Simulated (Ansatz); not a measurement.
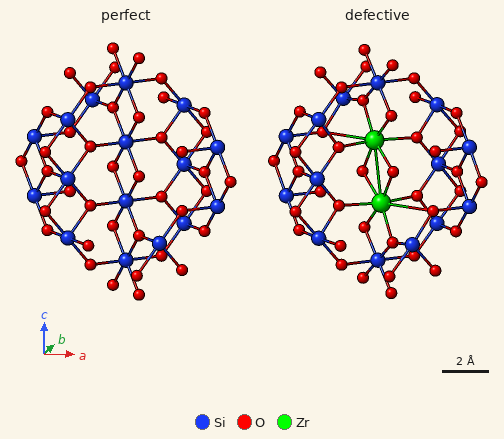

Left: perfect SiO2. Right: the same region with a pair of point defects, after relaxing the atoms in a supercell of 72 sites. Style: ball-and-stick. Shown: the atoms within 5.5 Å of one point, in a slice 5.0 Å thick across the line of sight, slightly off an axis.

These are results of Ansatz, DFT, PBEsol, PAW, plane waves, not measurements. Set-up: plane-wave cutoff 420 eV; k-point mesh 1 × 1 × 1; mesh shifted by (0.25, 0.25, 0.25); no spin polarisation. Fermi-Dirac smearing of 0.01 eV. The axes drawn are those of the host's conventional cell.

### What kind of defect was made?

Two silicon atoms are replaced by zirconium, the two sites 2.7 Å apart.

The charge state of the cell is 0.

### What does the relaxation do around it?

One site: in the host the Si atom has 6 O at 1.77 to 1.81 Å; the Zr atom ends with 6 O at 1.90 to 2.04 Å. The other site: in the host the Si atom has 6 O at 1.77 to 1.81 Å; the Zr atom ends with 6 O at 1.90 to 2.04 Å. Of the host's atoms, an oxygen atom moves furthest from its site, by 0.33 Å. The Zr atom itself moves 0.30 Å from where it was put. The Zr atom itself moves 0.30 Å from where it was put.

Limits of the set-up: the periodic images lie only 8.0 Å apart, so the values are limited by the cell's size.
